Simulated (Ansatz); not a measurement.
# Residual resistivity of an alloy: Mo(100) with 4 layers of random Mo-Ta, 2x2, part 2 of 2

How strongly does chemical disorder scatter in Mo(100) with 4 layers of random Mo-Ta, 2x2?

Ansatz 0.2.0; Ansatz plane-wave DFT, PBE, PAW files; ballistic transport by layer matching (Landauer), zero bias; PAW set soft_1.

So far. Step 2 (With 4 alloy layers): Over the solved energies the transmission per spin lies between 5.06 and 5.21, out of 6.76 channels of the lead on average (up to 6.91).

### 3. With 8 alloy layers

System of this step: Mo(100) with 8 layers of random Mo-Ta, 2x2. The cell holds 72 atoms: 64 Mo and 8 Ta. Its edges and angles: a = 6.294 Å, b = 6.294 Å, c = 28.323 Å, α = 90.0°, β = 90.0°, γ = 90.0°. It derives from Mo. Regions: lead, 40 atoms (40 Mo); scattering region, 32 atoms (24 Mo and 8 Ta). The structure is stacked along c, and the current runs across the ab planes.

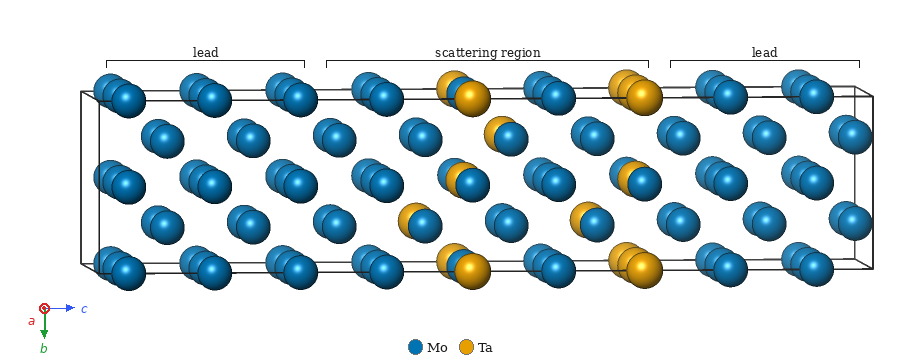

The cell of this step (molybdenum blue, tantalum orange). Some periodic images of atoms are drawn too.

Input file input.yaml:

```yaml
crystal:
  lattice:
    - [6.294, 0.0, 0.0]
    - [0.0, 6.294, 0.0]
    - [0.0, 0.0, 28.323]
  atoms:
    - { symbol: Mo, position: [0.0, 0.0, 0.0277777778] }
    - { symbol: Mo, position: [0.0, 0.5, 0.0277777778] }
    - { symbol: Mo, position: [0.5, 0.0, 0.0277777778] }
    - { symbol: Mo, position: [0.5, 0.5, 0.0277777778] }
    - { symbol: Mo, position: [0.25, 0.25, 0.0833333333] }
    - { symbol: Mo, position: [0.25, 0.75, 0.0833333333] }
    - { symbol: Mo, position: [0.75, 0.25, 0.0833333333] }
    - { symbol: Mo, position: [0.75, 0.75, 0.0833333333] }
    - { symbol: Mo, position: [0.0, 0.0, 0.1388888889] }
    - { symbol: Mo, position: [0.0, 0.5, 0.1388888889] }
    - { symbol: Mo, position: [0.5, 0.0, 0.1388888889] }
    - { symbol: Mo, position: [0.5, 0.5, 0.1388888889] }
    - { symbol: Mo, position: [0.25, 0.25, 0.1944444444] }
    - { symbol: Mo, position: [0.25, 0.75, 0.1944444444] }
    - { symbol: Mo, position: [0.75, 0.25, 0.1944444444] }
    - { symbol: Mo, position: [0.75, 0.75, 0.1944444444] }
    - { symbol: Mo, position: [0.0, 0.0, 0.25] }
    - { symbol: Mo, position: [0.0, 0.5, 0.25] }
    - { symbol: Mo, position: [0.5, 0.0, 0.25] }
    - { symbol: Mo, position: [0.5, 0.5, 0.25] }
    - { symbol: Mo, position: [0.25, 0.25, 0.3055555556] }
    - { symbol: Mo, position: [0.25, 0.75, 0.3055555556] }
    - { symbol: Mo, position: [0.75, 0.25, 0.3055555556] }
    - { symbol: Mo, position: [0.75, 0.75, 0.3055555556] }
    - { symbol: Mo, position: [0.0, 0.0, 0.3611111111] }
    - { symbol: Mo, position: [0.0, 0.5, 0.3611111111] }
    - { symbol: Mo, position: [0.5, 0.0, 0.3611111111] }
    - { symbol: Mo, position: [0.5, 0.5, 0.3611111111] }
    - { symbol: Mo, position: [0.25, 0.25, 0.4166666667] }
    - { symbol: Ta, position: [0.25, 0.75, 0.4166666667] }
    - { symbol: Mo, position: [0.75, 0.25, 0.4166666667] }
    - { symbol: Mo, position: [0.75, 0.75, 0.4166666667] }
    - { symbol: Ta, position: [0.0, 0.0, 0.4722222222] }
    - { symbol: Mo, position: [0.0, 0.5, 0.4722222222] }
    - { symbol: Mo, position: [0.5, 0.0, 0.4722222222] }
    - { symbol: Ta, position: [0.5, 0.5, 0.4722222222] }
    - { symbol: Ta, position: [0.25, 0.25, 0.5277777778] }
    - { symbol: Mo, position: [0.25, 0.75, 0.5277777778] }
    - { symbol: Mo, position: [0.75, 0.25, 0.5277777778] }
    - { symbol: Mo, position: [0.75, 0.75, 0.5277777778] }
    - { symbol: Mo, position: [0.0, 0.0, 0.5833333333] }
    - { symbol: Mo, position: [0.0, 0.5, 0.5833333333] }
    - { symbol: Mo, position: [0.5, 0.0, 0.5833333333] }
    - { symbol: Mo, position: [0.5, 0.5, 0.5833333333] }
    - { symbol: Mo, position: [0.25, 0.25, 0.6388888889] }
    - { symbol: Ta, position: [0.25, 0.75, 0.6388888889] }
    - { symbol: Mo, position: [0.75, 0.25, 0.6388888889] }
    - { symbol: Mo, position: [0.75, 0.75, 0.6388888889] }
    - { symbol: Ta, position: [0.0, 0.0, 0.6944444444] }
    - { symbol: Mo, position: [0.0, 0.5, 0.6944444444] }
    - { symbol: Ta, position: [0.5, 0.0, 0.6944444444] }
    - { symbol: Ta, position: [0.5, 0.5, 0.6944444444] }
    - { symbol: Mo, position: [0.25, 0.25, 0.75] }
    - { symbol: Mo, position: [0.25, 0.75, 0.75] }
    - { symbol: Mo, position: [0.75, 0.25, 0.75] }
    - { symbol: Mo, position: [0.75, 0.75, 0.75] }
    - { symbol: Mo, position: [0.0, 0.0, 0.8055555556] }
    - { symbol: Mo, position: [0.0, 0.5, 0.8055555556] }
    - { symbol: Mo, position: [0.5, 0.0, 0.8055555556] }
    - { symbol: Mo, position: [0.5, 0.5, 0.8055555556] }
    - { symbol: Mo, position: [0.25, 0.25, 0.8611111111] }
    - { symbol: Mo, position: [0.25, 0.75, 0.8611111111] }
    - { symbol: Mo, position: [0.75, 0.25, 0.8611111111] }
    - { symbol: Mo, position: [0.75, 0.75, 0.8611111111] }
    - { symbol: Mo, position: [0.0, 0.0, 0.9166666667] }
    - { symbol: Mo, position: [0.0, 0.5, 0.9166666667] }
    - { symbol: Mo, position: [0.5, 0.0, 0.9166666667] }
    - { symbol: Mo, position: [0.5, 0.5, 0.9166666667] }
    - { symbol: Mo, position: [0.25, 0.25, 0.9722222222] }
    - { symbol: Mo, position: [0.25, 0.75, 0.9722222222] }
    - { symbol: Mo, position: [0.75, 0.25, 0.9722222222] }
    - { symbol: Mo, position: [0.75, 0.75, 0.9722222222] }
kpoints:
  mp_grid: { grid: [4, 4, 1] }
hamiltonian:
  xc: pbe
  pseudopotentials: { kind: paw, azcp: { folder: soft_1 } }
scf:
  occupations: { method: fermi_dirac, width: 0.1 }
output:
  transmission: { leads: [[0, 4]], kmesh: [8, 8], e_range: [-0.05, 0.05], de: 0.05 }
  write_potential: true
  write_density: true
  volumetric_format: npy
```

The run is started by

```console
$ ansatz run input.yaml --threads 4 --pin off --max-ram 15360MiB --backend cpu --events-out ev --progress --plain --runs-dir out
```

Numbers of over 12 decimals in the logs are rounded to 6 here.

What it wrote:

```text
[...]
Crystal: 72 atoms, lattice volume = 1122.000 Å³
Basis set: ecut = 420 eV, 21955 PW (Γ)
Bands: 600, of which v1, the nominal top of the filled ones, is band 500 counted from 1 (499 counted from 0)
Symmetry: 1 space group operations
[...]
k-points: 10 of 16 (time reversal used)
[...]
SCF iter   1: F=—  HF=-396762.576433 eV  |F-HF|=—  |Δ(HF+E_count)|=         —  Δρ=1.47e-1  dr2=1.64e3  ethr=3.10e-3  ⟨swp⟩=4.4  Hψ=22550  notcnv=0
[...]
SCF iter  10: F=-396655.748503 eV  HF=-396655.748503 eV  |F-HF|=5.01e-8  |Δ(HF+E_count)|=   2.51e-8  Δρ=6.03e-7  dr2=5.17e-8  ethr=1.00e-11  ⟨swp⟩=7.3  Hψ=16369  notcnv=0
SCF 1 converged in 10 iterations: F = -396655.748503 eV  dr2 = 5.17e-8
[...]
transmission: 192 of 1904 steps passed
transmission: 381 of 1904 steps passed
[...]
transmission: 1904 of 1904 steps passed
SCF converged after 10 iterations
Free energy (F): -396655.748503 eV
[...]
Internal energy: -396654.103869 eV  (E = F + TS)
E sigma→0 (E₀):  -396654.926186 eV
Entropy (-TS):   -1.644634 eV (-22.842 meV/atom)
Fermi energy:    21.182317 eV
[...]
--- Band table (eV; the first three rows and the last of 10) ---
  k-point 0: bands = [... 496 lower, 21.1516, 21.1562, 21.1635, 21.1637, 21.1969, 21.2306, 21.2421, 21.2712, ... 96 higher]
  k-point 1: bands = [... 496 lower, 21.1804, 21.1863, 21.1932, 21.2009, 21.2899, 21.3013, 21.3276, 21.3464, ... 96 higher]
  k-point 2: bands = [... 496 lower, 20.8660, 20.8979, 20.9732, 21.0116, 21.2869, 21.3017, 21.3615, 21.3895, ... 96 higher]
  k-point 9: bands = [... 496 lower, 19.8789, 19.9074, 19.9973, 20.0548, 20.6076, 20.6458, 20.7269, 20.7688, ... 96 higher]
--- Transmission ---
  basis      : 349 plane waves across, 56 finite elements along
  points     : 34, standing for a mesh of 8 x 8
[...]
channels       : 6.593750e0 a spin
[...]
slowest decay  : 0.0435 /Å at (0.3750, 0.5000)
  junction   : crystal 0 to crystal 0, 2.27 to 29.02 Å
    transmission   : 4.401743e0 a spin
[...]
```

It took 9.9 min on 4 threads of AMD EPYC 9R14 (Zen 4), shared host; peak memory 8.1 GiB.

This step gave:

- free energy: -396655.7485 eV
- energy at zero smearing: -396654.9262 eV
- Fermi energy: 21.18 eV
- transmission per spin nearest the Fermi level: 4.402
- open channels per spin nearest the Fermi level: 6.594
- step of the lead's potential: 3.7 meV

Per spin. Transmission, zone mean against energy, zero at the Fermi level:

```
energy (eV)  transmission, zone mean
    -0.0500                     4.45
     0.0000                     4.40
     0.0500                     4.29
```

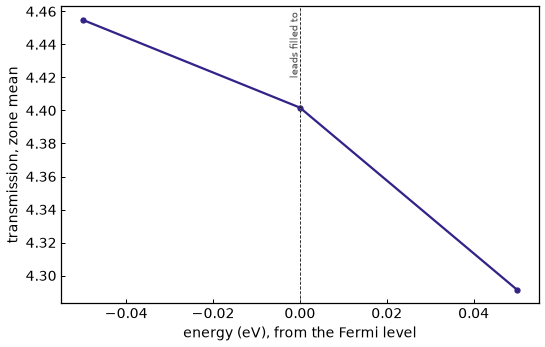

Transmission, zone mean, plotted against energy.

Over the solved energies the transmission per spin lies between 4.29 and 4.45, out of 6.68 channels of the lead on average (up to 6.78).

### 4. With 12 alloy layers

System of this step: Mo(100) with 12 layers of random Mo-Ta, 2x2. The cell holds 88 atoms: 76 Mo and 12 Ta. Its edges and angles: a = 6.294 Å, b = 6.294 Å, c = 34.617 Å, α = 90.0°, β = 90.0°, γ = 90.0°. It derives from Mo. Regions: lead, 40 atoms (40 Mo); scattering region, 48 atoms (36 Mo and 12 Ta). The structure is stacked along c, and the current runs across the ab planes.

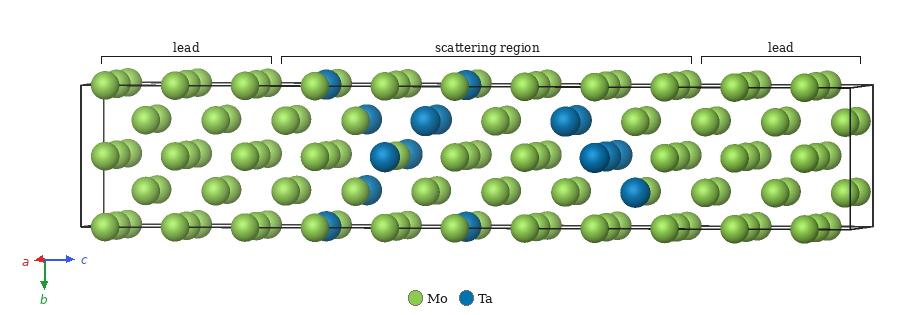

The cell of this step (molybdenum green, tantalum blue). Some periodic images of atoms are drawn too.

Input file input.yaml:

```yaml
crystal:
  lattice:
    - [6.294, 0.0, 0.0]
    - [0.0, 6.294, 0.0]
    - [0.0, 0.0, 34.617]
  atoms:
    - { symbol: Mo, position: [0.0, 0.0, 0.0227272727] }
    - { symbol: Mo, position: [0.0, 0.5, 0.0227272727] }
    - { symbol: Mo, position: [0.5, 0.0, 0.0227272727] }
    - { symbol: Mo, position: [0.5, 0.5, 0.0227272727] }
    - { symbol: Mo, position: [0.25, 0.25, 0.0681818182] }
    - { symbol: Mo, position: [0.25, 0.75, 0.0681818182] }
    - { symbol: Mo, position: [0.75, 0.25, 0.0681818182] }
    - { symbol: Mo, position: [0.75, 0.75, 0.0681818182] }
    - { symbol: Mo, position: [0.0, 0.0, 0.1136363636] }
    - { symbol: Mo, position: [0.0, 0.5, 0.1136363636] }
    - { symbol: Mo, position: [0.5, 0.0, 0.1136363636] }
    - { symbol: Mo, position: [0.5, 0.5, 0.1136363636] }
    - { symbol: Mo, position: [0.25, 0.25, 0.1590909091] }
    - { symbol: Mo, position: [0.25, 0.75, 0.1590909091] }
    - { symbol: Mo, position: [0.75, 0.25, 0.1590909091] }
    - { symbol: Mo, position: [0.75, 0.75, 0.1590909091] }
    - { symbol: Mo, position: [0.0, 0.0, 0.2045454545] }
    - { symbol: Mo, position: [0.0, 0.5, 0.2045454545] }
    - { symbol: Mo, position: [0.5, 0.0, 0.2045454545] }
    - { symbol: Mo, position: [0.5, 0.5, 0.2045454545] }
    - { symbol: Mo, position: [0.25, 0.25, 0.25] }
    - { symbol: Mo, position: [0.25, 0.75, 0.25] }
    - { symbol: Mo, position: [0.75, 0.25, 0.25] }
    - { symbol: Mo, position: [0.75, 0.75, 0.25] }
    - { symbol: Mo, position: [0.0, 0.0, 0.2954545455] }
    - { symbol: Mo, position: [0.0, 0.5, 0.2954545455] }
    - { symbol: Ta, position: [0.5, 0.0, 0.2954545455] }
    - { symbol: Mo, position: [0.5, 0.5, 0.2954545455] }
    - { symbol: Ta, position: [0.25, 0.25, 0.3409090909] }
    - { symbol: Ta, position: [0.25, 0.75, 0.3409090909] }
    - { symbol: Mo, position: [0.75, 0.25, 0.3409090909] }
    - { symbol: Mo, position: [0.75, 0.75, 0.3409090909] }
    - { symbol: Mo, position: [0.0, 0.0, 0.3863636364] }
    - { symbol: Ta, position: [0.0, 0.5, 0.3863636364] }
    - { symbol: Mo, position: [0.5, 0.0, 0.3863636364] }
    - { symbol: Mo, position: [0.5, 0.5, 0.3863636364] }
    - { symbol: Ta, position: [0.25, 0.25, 0.4318181818] }
    - { symbol: Mo, position: [0.25, 0.75, 0.4318181818] }
    - { symbol: Ta, position: [0.75, 0.25, 0.4318181818] }
    - { symbol: Mo, position: [0.75, 0.75, 0.4318181818] }
    - { symbol: Mo, position: [0.0, 0.0, 0.4772727273] }
    - { symbol: Mo, position: [0.0, 0.5, 0.4772727273] }
    - { symbol: Ta, position: [0.5, 0.0, 0.4772727273] }
    - { symbol: Mo, position: [0.5, 0.5, 0.4772727273] }
    - { symbol: Mo, position: [0.25, 0.25, 0.5227272727] }
    - { symbol: Mo, position: [0.25, 0.75, 0.5227272727] }
    - { symbol: Mo, position: [0.75, 0.25, 0.5227272727] }
    - { symbol: Mo, position: [0.75, 0.75, 0.5227272727] }
    - { symbol: Mo, position: [0.0, 0.0, 0.5681818182] }
    - { symbol: Mo, position: [0.0, 0.5, 0.5681818182] }
    - { symbol: Mo, position: [0.5, 0.0, 0.5681818182] }
    - { symbol: Mo, position: [0.5, 0.5, 0.5681818182] }
    - { symbol: Ta, position: [0.25, 0.25, 0.6136363636] }
    - { symbol: Mo, position: [0.25, 0.75, 0.6136363636] }
    - { symbol: Ta, position: [0.75, 0.25, 0.6136363636] }
    - { symbol: Mo, position: [0.75, 0.75, 0.6136363636] }
    - { symbol: Mo, position: [0.0, 0.0, 0.6590909091] }
    - { symbol: Ta, position: [0.0, 0.5, 0.6590909091] }
    - { symbol: Mo, position: [0.5, 0.0, 0.6590909091] }
    - { symbol: Ta, position: [0.5, 0.5, 0.6590909091] }
    - { symbol: Mo, position: [0.25, 0.25, 0.7045454545] }
    - { symbol: Mo, position: [0.25, 0.75, 0.7045454545] }
    - { symbol: Mo, position: [0.75, 0.25, 0.7045454545] }
    - { symbol: Ta, position: [0.75, 0.75, 0.7045454545] }
    - { symbol: Mo, position: [0.0, 0.0, 0.75] }
    - { symbol: Mo, position: [0.0, 0.5, 0.75] }
    - { symbol: Mo, position: [0.5, 0.0, 0.75] }
    - { symbol: Mo, position: [0.5, 0.5, 0.75] }
    - { symbol: Mo, position: [0.25, 0.25, 0.7954545455] }
    - { symbol: Mo, position: [0.25, 0.75, 0.7954545455] }
    - { symbol: Mo, position: [0.75, 0.25, 0.7954545455] }
    - { symbol: Mo, position: [0.75, 0.75, 0.7954545455] }
    - { symbol: Mo, position: [0.0, 0.0, 0.8409090909] }
    - { symbol: Mo, position: [0.0, 0.5, 0.8409090909] }
    - { symbol: Mo, position: [0.5, 0.0, 0.8409090909] }
    - { symbol: Mo, position: [0.5, 0.5, 0.8409090909] }
    - { symbol: Mo, position: [0.25, 0.25, 0.8863636364] }
    - { symbol: Mo, position: [0.25, 0.75, 0.8863636364] }
    - { symbol: Mo, position: [0.75, 0.25, 0.8863636364] }
    - { symbol: Mo, position: [0.75, 0.75, 0.8863636364] }
    - { symbol: Mo, position: [0.0, 0.0, 0.9318181818] }
    - { symbol: Mo, position: [0.0, 0.5, 0.9318181818] }
    - { symbol: Mo, position: [0.5, 0.0, 0.9318181818] }
    - { symbol: Mo, position: [0.5, 0.5, 0.9318181818] }
    - { symbol: Mo, position: [0.25, 0.25, 0.9772727273] }
    - { symbol: Mo, position: [0.25, 0.75, 0.9772727273] }
    - { symbol: Mo, position: [0.75, 0.25, 0.9772727273] }
    - { symbol: Mo, position: [0.75, 0.75, 0.9772727273] }
kpoints:
  mp_grid: { grid: [4, 4, 1] }
hamiltonian:
  xc: pbe
  pseudopotentials: { kind: paw, azcp: { folder: soft_1 } }
scf:
  occupations: { method: fermi_dirac, width: 0.1 }
output:
  transmission: { leads: [[0, 4]], kmesh: [8, 8], e_range: [-0.05, 0.05], de: 0.05 }
  write_potential: true
  write_density: true
  volumetric_format: npy
```

What it wrote:

```text
[...]
Crystal: 88 atoms, lattice volume = 1371.333 Å³
Basis set: ecut = 420 eV, 26839 PW (Γ)
Bands: 732, of which v1, the nominal top of the filled ones, is band 610 counted from 1 (609 counted from 0)
Symmetry: 1 space group operations
[...]
k-points: 10 of 16 (time reversal used)
[...]
SCF iter   1: F=—  HF=-496019.475763 eV  |F-HF|=—  |Δ(HF+E_count)|=         —  Δρ=1.59e-1  dr2=2.80e3  ethr=3.10e-3  ⟨swp⟩=4.3  Hψ=27469  notcnv=0  defer=10
[...]
SCF iter  11: F=-495861.997281 eV  HF=-495861.997281 eV  |F-HF|=5.36e-9  |Δ(HF+E_count)|=   2.91e-9  Δρ=2.39e-7  dr2=5.68e-9  ethr=8.20e-12  ⟨swp⟩=1.0  Hψ=14792  notcnv=0
SCF 1 converged in 11 iterations: F = -495861.997281 eV  dr2 = 5.68e-9
[...]
transmission: 228 of 2278 steps passed
transmission: 456 of 2278 steps passed
[...]
transmission: 2278 of 2278 steps passed
SCF converged after 11 iterations
Free energy (F): -495861.997281 eV
[...]
Internal energy: -495860.010050 eV  (E = F + TS)
E sigma→0 (E₀):  -495861.003666 eV
Entropy (-TS):   -1.987231 eV (-22.582 meV/atom)
Fermi energy:    21.220102 eV
[...]
--- Band table (eV; the first three rows and the last of 10) ---
  k-point 0: bands = [... 606 lower, 21.3091, 21.3160, 21.3233, 21.3280, 21.3312, 21.3441, 21.3678, 21.3864, ... 118 higher]
  k-point 1: bands = [... 606 lower, 21.2348, 21.2454, 21.2551, 21.2581, 21.3061, 21.3180, 21.3388, 21.3557, ... 118 higher]
  k-point 2: bands = [... 606 lower, 20.9234, 20.9551, 21.1531, 21.2002, 21.2504, 21.3158, 21.3664, 21.4087, ... 118 higher]
  k-point 9: bands = [... 606 lower, 20.0468, 20.0697, 20.0880, 20.1111, 20.1605, 20.1784, 20.6992, 20.7304, ... 118 higher]
--- Transmission ---
  basis      : 349 plane waves across, 67 finite elements along
  points     : 34, standing for a mesh of 8 x 8
[...]
channels       : 6.593750e0 a spin
[...]
slowest decay  : 0.0470 /Å at (0.5000, 0.3750)
  junction   : crystal 0 to crystal 0, 0.70 to 33.74 Å
    transmission   : 4.242788e0 a spin
[...]
```

It took 15 min on 4 threads; peak memory 8.2 GiB.

This step gave:

```yaml
free_energy: -495861.9973 eV
energy_at_zero_smearing: -495861.0037 eV
fermi_energy: 21.22 eV
transmission_per_spin_nearest_the_fermi_level: 4.243
step_of_the_lead_s_potential: 4.8 meV
```

Per spin. Transmission, zone mean against energy, zero at the Fermi level:

| energy (eV) | transmission, zone mean |
| --- | --- |
| -0.0500 | 4.26 |
| 0.0000 | 4.24 |
| 0.0500 | 4.26 |

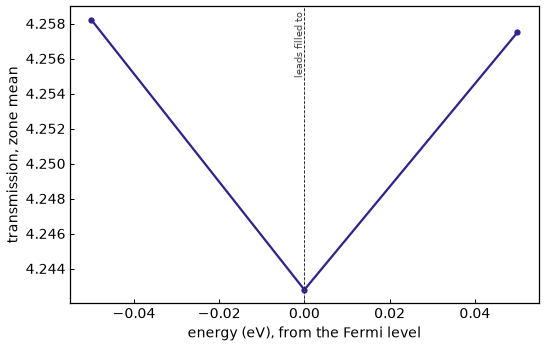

Transmission, zone mean, plotted against energy.

Over the solved energies the transmission per spin lies between 4.24 and 4.26, out of 6.68 channels of the lead on average (up to 6.84).

### 5. Resistance against length

This step: Ansatz plane-wave DFT, PBE, PAW files; ballistic transport by layer matching (Landauer), zero bias; residual resistivity from the slope of the area resistance, atoms on the host's lattice; PAW set soft_1 (Ansatz 0.2.0).

Numbers from this step:

* resistivity: 15.61 µΩ cm
* intercept: 0.1627 fΩ m²
* scatter about the fit: 0.02952 fΩ m²

Resistance, by row:

```
run  length (Å)      T  channels N  RA (fΩ m²)
 n4       6.294  5.132        6.76        0.24
 n8       12.59  4.383       6.677      0.4009
n12       18.88  4.253       6.677      0.4365
```

Table of area resistance by length of the alloy:

```
length of the alloy (Å)  area resistance (fΩ m²)
                   6.29                    0.240
                  12.59                    0.401
                  18.88                    0.436
```

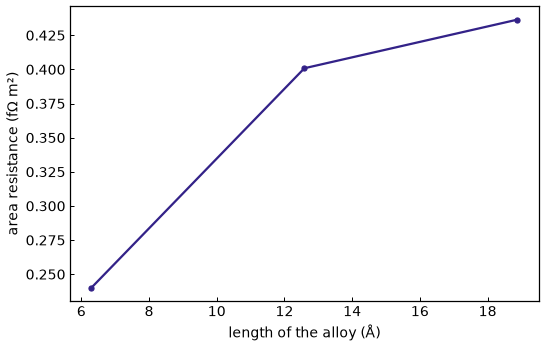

Area resistance against length of the alloy.

The area resistance goes from 0.24 to 0.44 fΩ m² between 6.3 and 18.9 Å, a slope of 16 µΩ cm.

By hand from the end points: (0.4365 − 0.2400) fΩ m² / (18.88 − 6.29) Å = 16 µΩ cm, since 1 fΩ m² per Å is 1000 µΩ cm.

### 6. Summary of results

```
resistivity from the slope  : 15.6 µΩ cm
area resistance over 6.29 Å : 0.240 fΩ m²
area resistance over 12.6 Å : 0.401 fΩ m²
area resistance over 18.9 Å : 0.436 fΩ m²
```

What this shows: The slope gives 16 µΩ cm. The points scatter by 0.030 fΩ m² about the line, with one random draw a length in a 2x2 cell, so the slope is a rough value. The lead's own channel count moves between the runs (6.76, 6.68 and 6.68), which shifts RA and the slope too. Read with a model of isotropic scattering on a spherical Fermi surface and the lead's 1.3×10¹⁵ S/m², this slope means a mean free path near 39 Å; over these lengths the model's slope is 1.08 times its bulk resistivity, which would be 14 µΩ cm. The atoms sit on the host's lattice, so scattering by size misfit is left out. Spin-orbit coupling is left out, which matters for Ta.

[Logs are printed without paths, hosts, clocks, repeated set-up lines and the standing remarks that a program may print on its own settings, such as how far it seeks lower states.]

[Hosts, paths, dates, database ids (printed as entryN), source tags and the programs' standing remarks are cut or masked in the printed files.]
